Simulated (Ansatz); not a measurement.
```
Ni O
1.0
     5.08115    0.00000    0.00180
     0.00000    8.56704    0.00000
    -1.77961    0.00000    4.67588
Ni O
10 12
Direct
  0.00000 0.00000 0.00000
  0.50000 0.50000 0.00000
  0.00000 0.33976 0.00000
  0.50000 0.83976 0.00000
  0.00000 0.17079 0.50000
  0.50000 0.67079 0.50000
  0.00000 0.82921 0.50000
  0.50000 0.32921 0.50000
  0.00000 0.66024 0.00000
  0.50000 0.16024 0.00000
  0.28438 0.31680 0.75895
  0.78438 0.81680 0.75895
  0.24510 0.00000 0.78561
  0.74510 0.50000 0.78561
  0.28438 0.68320 0.75895
  0.78438 0.18320 0.75895
  0.21562 0.18320 0.24105
  0.71562 0.68320 0.24105
  0.25490 0.50000 0.21439
  0.75490 0.00000 0.21439
  0.21562 0.81680 0.24105
  0.71562 0.31680 0.24105
```

Space group C2/m; a structure from a database of computed crystals, not necessarily the ambient phase; spin-polarised.

The calculation used Ansatz, DFT PBEsol, scalar-relativistic, plane waves, PAW.

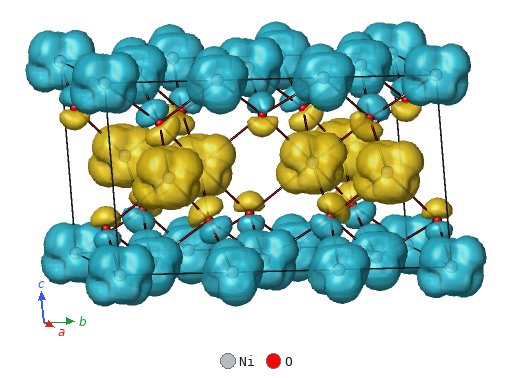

Ni₅O₆. Isosurfaces of the magnetisation density (up minus down) at +0.04 (yellow) and −0.04 e/Å³ (cyan), seen slightly off an axis. Sticks mark near contacts.

In a PAW calculation such maps are meaningful between the atoms, not at the nuclei.

> Describe the spin distribution.

The spin density sits on Ni: +1.1 μB (×4), −0.6 μB (×4) and −1.0 μB (×2) in one cell of 22 atoms: ferrimagnetic (opposed moments on unlike sites) in this solution. The cell of the calculation (11 atoms) carries 0.0 μB of net spin moment.
